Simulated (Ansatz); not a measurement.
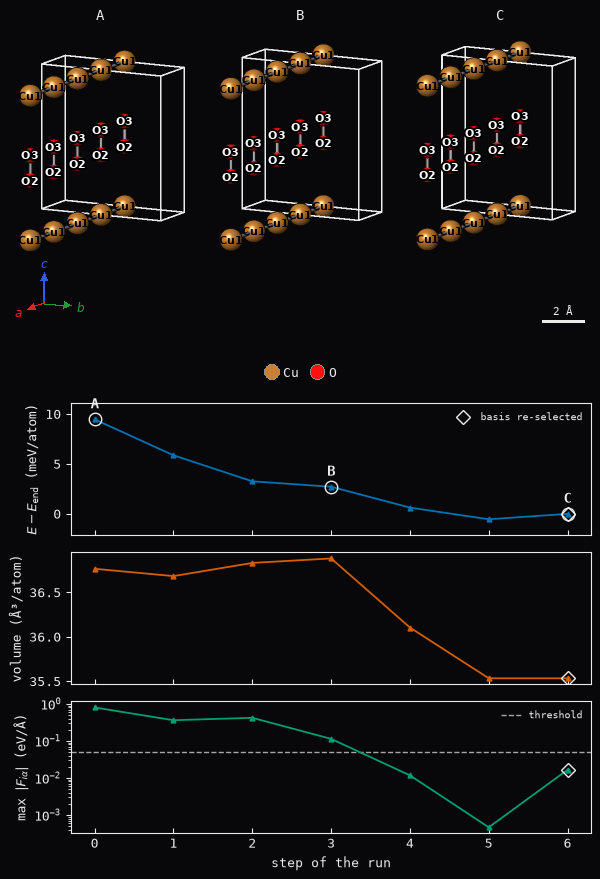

Frames of a relaxation of crystalline CuO$_{2}$ (set up in Pmmm) (coarse preliminary run), marked on the history of the run. The picture is a ball-and-stick view of the cell of the calculation, repeated 4 × 1 × 1 with one cell outlined, seen slightly off an axis.

These are results of DFT PBE+U+D3(BJ), scalar-relativistic, plane waves, PAW in Ansatz, not measurements. (plane-wave cutoff 420 eV; k-point mesh 8 × 4 × 4; occupations gaussian; smearing width 0.1 eV; U Cu 4.0 eV; collinear spin; cell and atoms relaxed; force threshold 0.05 eV/Å; at most 80 steps)

**Describe the path.**

After 5 accepted moves (6 points after the start) the energy has fallen by 9.5 meV per atom. The largest force component goes from 0.8 to 0.017 eV/Å. Pressure: −0.68 GPa at the start and −0.05 GPa at the end. The SCF was repeated once at an unchanged geometry on a basis and grid sized afresh for the cell, which shifted the energy by 0.5 meV per atom at most. The largest moves relative to the cell, 0.047 Å, are those of O2 and O3. O3 goes along −c. Cu stays in place. Cell: a 2.421 → 2.382 Å (−1.6 %), b 6.446 → 5.966 Å (−7.4 %), c 7.067 → 7.502 Å (+6.2 %). Volume −3.4 %. Among the contacts that change: Cu1–Cu1 2.421 → 2.382 Å, O2–O3 1.238 → 1.221 Å. The space group stays Pmmm (No. 47). The run took 46 s on 2 threads of Arm Neoverse V2 (shared host), peak memory 0.54 GiB. From step 0 to 3: O atoms move most (0.04 Å), volume +0.3 %, energy −6.8 meV per atom. From step 3 to 6: volume −3.7 %, energy −2.7 meV per atom.

```tsv
step	E − E(0), meV/atom	largest force component, eV/Å	pressure, GPa	volume, Å³/atom	note
0	0.00	0.7966	-0.68	36.766	
1	-3.60	0.3607	-0.30	36.684	
2	-6.21	0.4193	0.37	36.832	
3	-6.75	0.1131	0.13	36.883	
4	-8.84	0.0117	0.01	36.105	
5	-10.02	0.0005	-0.02	35.534	
6	-9.47	0.0166	-0.05	35.534	same geometry, new basis
```
